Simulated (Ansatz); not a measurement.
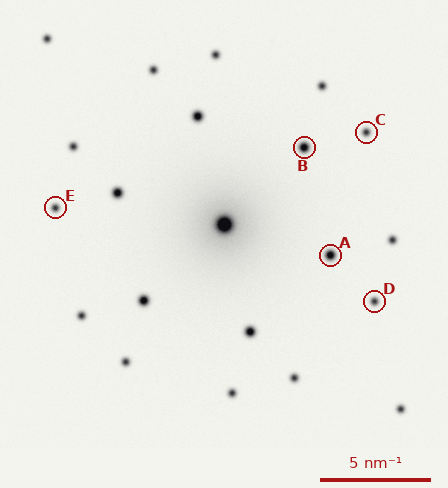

Kinematic zone-axis pattern, calculated for 100 keV electrons with B = 0.8 Å². The zone axis points towards the electron source and the pattern is seen from the source side.

Si, space group Pm-3n (No. 223), a = 4.84 Å. Structure: the input geometry of an electronic-structure calculation (not necessarily at equilibrium); the starting structure was generated, so it need not be a known form of this composition.

Spot A is indexed -2 1 1 and spot B -1 -1 2.

Give hkl for C, D, E.

Answer. C = (1/3)A + (4/3)B = -2 -1 3 (d = 1.295 Å). D = (5/3)A − (1/3)B = -3 2 1 (d = 1.295 Å). E = −(4/3)A − (1/3)B = 3 -1 -2 (d = 1.295 Å).

Find the zone axis.

Answer. The cross product of A and B is parallel to [111]; every spot obeys hu + kv + lw = 0.

What are the spacings of A and B and the angle between them?

Answer. d(A) = 1.977 Å, d(B) = 1.977 Å, and the angle is 60.0°.
